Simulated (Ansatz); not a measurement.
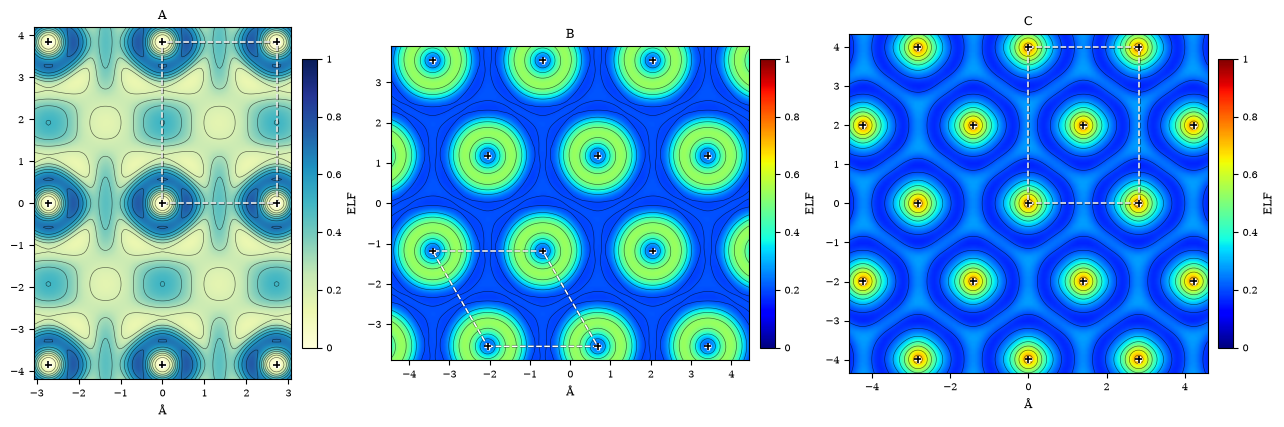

The electron localisation function of 3 systems, each on a plane through atoms (crosses mark nuclei in the plane).

All numbers below come from DFT, RPBE, plane waves (420 eV) with PAW, scalar-relativistic (Ansatz 0.2.0).

System 1: W, the (110) plane of the conventional cell. Space group Pm-3m; set up as W, simple cubic; a generated structure, not necessarily the stable one; changed on purpose from its base cell (volume × 1.08); computed pressure about −14 GPa in this cell.

System 2: Pd, the (001) plane of the conventional cell. Space group P6₃/mmc; set up as Pd, dhcp; a generated structure, not necessarily the stable one; changed on purpose from its base cell (volume × 0.92); computed pressure about 15 GPa in this cell.

System 3: Ni, the (101) plane of the conventional cell. Space group Im-3m; set up as Ni, bcc; a generated structure, not necessarily the stable one; computed without spin polarisation.

```
Ni
1.0
     2.82279    0.00000    0.00000
     0.00000    2.82279    0.00000
     0.00000    0.00000    2.82279
Ni
2
Cartesian
  0.0000 0.0000 0.0000
  1.4114 1.4114 1.4114
```

Q: Match each panel to its system.

A: Panel A is system 1, W: the plane holds W. W–W (2.72 Å): the ELF is about 0.45 at the midpoint. Panel B is system 2, Pd: the plane holds Pd. Pd–Pd (2.73 Å): the ELF is about 0.20 at the midpoint (no shared electron pair shows on this line). Panel C is system 3, Ni: the plane holds Ni. Ni–Ni (2.44 Å): the ELF is about 0.25 at the midpoint; no localised pair shows between them.
